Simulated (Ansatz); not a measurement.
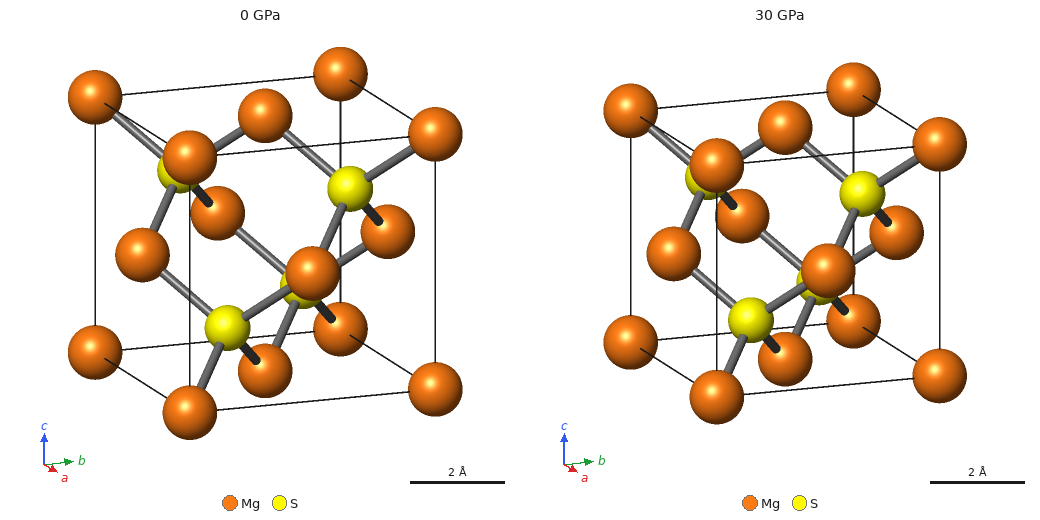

MgS, zinc blende type, space group F-43m (No. 216), relaxed (cell and atoms) under a series of hydrostatic pressures; the conventional cell is drawn at the lowest and the highest, to one scale (sticks follow a distance rule). The start was a structure listed in the Materials Project. It needn't be the stable form of this composition.

Alike in all runs: Ansatz 0.2.0; functional PBEsol; potentials all-electron LAPW, scalar-relativistic; basis error allowed 0.001 eV/atom; k mesh 8 × 8 × 8 on the run's cell of 2 atoms; occupations fermi-dirac, width 0.05 eV; no spin polarisation; no spin-orbit coupling.

| pressure (GPa) | volume (Å³/atom) | a (Å) | gap (eV) |
| --- | --- | --- | --- |
| 0.0 | 22.557 | 5.651 | 3.32 |
| 5.0 | 20.939 | 5.513 | 3.63 |
| 10.0 | ? | ? | ? |
| 20.0 | 18.074 | 5.249 | 3.42 |
| 30.0 | 16.879 | 5.130 | 3.29 |

### What equation of state do the given rows imply, and what volume does it predict for the missing row?

The fit gives V0 = 22.56 Å³/atom, B0 = 58 GPa and B0′ = 4.0, which puts the volume at 10.0 GPa at 19.76 Å³/atom. The run gave volume 19.758 Å³/atom; a 5.407 Å; gap 3.56 eV.

### How does the gap move over the whole range?

It turns on the way: 3.32 eV at the start, 3.63 eV at 5 GPa and 3.29 eV at the end.

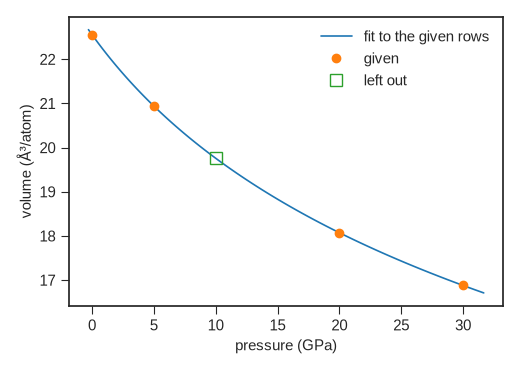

Volume against pressure, with the fit. The structure was kept in its own symmetry, so a change to another phase within this range wouldn't be seen. Gaps are the least found on the k-mesh, which can miss the band edges.
